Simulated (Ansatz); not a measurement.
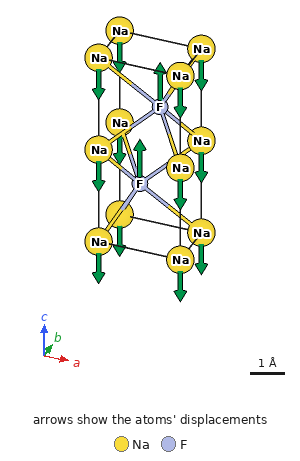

One vibrational mode of solid NaF (a generated structure) at the zone centre. The green arrows give the relative displacements of the atoms. Style: ball-and-stick. Shown: the cell of the calculation, slightly off an axis.

These are results of DFT PBE, scalar-relativistic, plane waves, PAW in Ansatz 0.2.0, not measurements.

The input:
```yaml
crystal:
  lattice:
    - [3.2539998754, 0.0, 0.0]
    - [-1.6269999377, 2.818046556, 0.0]
    - [0.0, 0.0, 5.6945091379]
  atoms:
    - { symbol: Na, position: [0.0, 0.0, 0.0] }
    - { symbol: Na, position: [0.0, 0.0, 0.5] }
    - { symbol: F, position: [0.3333333333, 0.6666666667, 0.25] }
    - { symbol: F, position: [0.6666666667, 0.3333333333, 0.75] }
basis:
  ecutwfc: 420
kpoints:
  mp_grid: { grid: [12, 12, 4] }
hamiltonian:
  xc: pbe
scf:
  occupations: { method: fixed }
output:
  eigenvalues: true
phonons:
  method: dfpt
  dielectric: true
  rigid_motions: translations
  eigenvectors: true
  qmesh: [3, 3, 1]
  temperatures: { t_max: 1000, t_step: 100 }
  qpath:
    path:
      - [[0.0, 0.0, 0.0], [0.5, 0.0, 0.0], [0.33333333, 0.33333333, 0.0], [0.0, 0.0, 0.0], [0.0, 0.0, 0.5], [0.5, 0.0, 0.5], [0.33333333, 0.33333333, 0.5], [0.0, 0.0, 0.5]]
      - [[0.5, 0.0, 0.5], [0.5, 0.0, 0.0]]
      - [[0.33333333, 0.33333333, 0.5], [0.33333333, 0.33333333, 0.0]]
    npoints: 8
```

Launched with:
```bash
ansatz run input.yaml --threads 1 --pin off --max-ram 2048MiB --backend cpu --events-out ev --progress --plain --runs-dir out
```

Frequencies are those without the non-analytic (LO–TO) term.

What mode is this, and where does it lie in the spectrum?

Answer. This is the A₂u mode at 227 cm⁻¹, optical level 4 of 6, counted from below, infrared-active by symmetry. The F sublattice moves against the Na sublattice, along c; the kinetic energy is shared as F 55 %, Na 45 %. Its infrared intensity is 4.7 (D/Å)²/amu.
